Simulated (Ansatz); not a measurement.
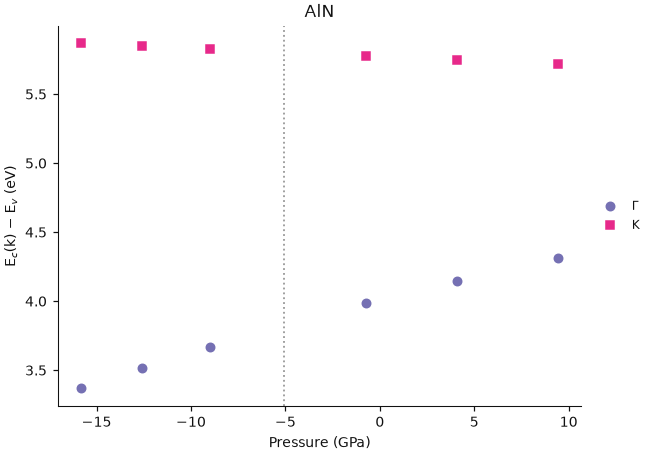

Lowest conduction level at each named k point, counted from the valence-band top at Γ. One run is left out (dotted line).

System: AlN, space group P6_3/mmc (No. 194), 4 atoms in the cell. The cell is scaled at fixed shape and fractional positions. At 9.95 Å³/atom, a = 3.312 Å, c = 4.188 Å (hexagonal axes). Level of theory: r2SCAN, Ansatz PAW, no spin polarisation, no spin-orbit coupling, 9×9×7 k mesh, 500 eV cutoff, Fermi-Dirac smearing of 0.05 eV; code Ansatz 0.2.0.

| pressure | Γ (eV) | K (eV) | volume (Å³/atom) |
| --- | --- | --- | --- |
| −15.8 GPa | 3.37 | 5.87 | 10.54 |
| −12.6 GPa | 3.52 | 5.85 | 10.34 |
| −9.0 GPa | 3.67 | 5.83 | 10.14 |
| −0.7 GPa | 3.98 | 5.78 | 9.75 |
| 4.1 GPa | 4.15 | 5.75 | 9.55 |
| 9.4 GPa | 4.31 | 5.72 | 9.35 |

Q: Fill in the row for −5.1 GPa.

A: Fits through the other points give 3.83 eV at Γ (a parabola) and 5.80 eV at K (a straight line). The run itself gives 3.83 and 5.80 eV, within 0.01 eV of the estimates.

Q: Which of these conduction levels is lowest, and does that change?

A: The lowest is the one at Γ, over the whole range, so among these points the gap stays direct.

Q: What are the pressure coefficients?

A: Straight lines through the points have slopes of +37 at Γ and −6 at K (meV per GPa). The points bend away from straight lines by up to 0.03 eV, so these are means over the range.

The PAW data sets were made with another functional. LDA, GGA and most meta-GGA functionals understate gaps. The usual form of AlN is wurtzite. A mesh with an odd division misses points of the zone boundary, where a smaller gap can lie.
